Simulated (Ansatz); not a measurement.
The structure in question:

```yaml
crystal:
  lattice:
    - [4.35873, 0.00000, 0.00000]
    - [0.00000, 4.35873, 0.00000]
    - [0.00000, 0.00000, 4.35873]
  atoms:
    - { symbol: Ga, position: [0.00000, 0.00000, 0.00000] }
    - { symbol: N, position: [0.25000, 0.25000, 0.25000] }
    - { symbol: Ga, position: [0.00000, 0.50000, 0.50000] }
    - { symbol: N, position: [0.25000, 0.75000, 0.75000] }
    - { symbol: Ga, position: [0.50000, 0.00000, 0.50000] }
    - { symbol: N, position: [0.75000, 0.25000, 0.75000] }
    - { symbol: Ga, position: [0.50000, 0.50000, 0.00000] }
    - { symbol: N, position: [0.75000, 0.75000, 0.25000] }
```

Q: Summarise the structure in words.

A: The structure is one of GaN. It is face-centred cubic, space group F-43m (No. 216). The arrangement is known as zinc blende (sphalerite type). One cell contains 4 Ga, 4 N, 8 atoms in all. The polyhedra are GaN4 tetrahedra; they share corners. About every Ga there are four N in a tetrahedral arrangement at 1.89 Å. The neighbours of N are four Ga in a tetrahedral arrangement at 1.89 Å. The bonds build a three-dimensional framework.

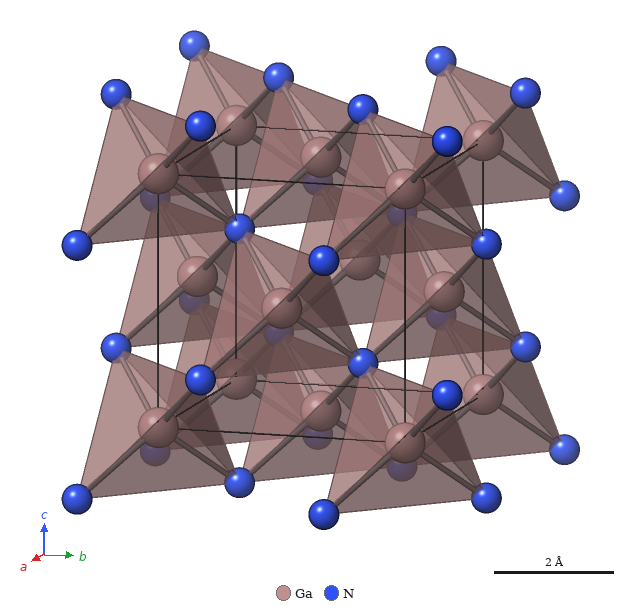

We look at a polyhedral model of the crystal slightly off an axis. The conventional unit cell is drawn as a box. Some neighbours outside the box are added.

Provenance: a structure listed in the Materials Project. The cell was then strained or its atoms displaced on purpose. An electronic-structure calculation with Ansatz was run on it.

At this level of theory the cell isn't at rest (compressed, at 29 GPa), so its distances can differ from those at equilibrium, the more so the softer the solid.
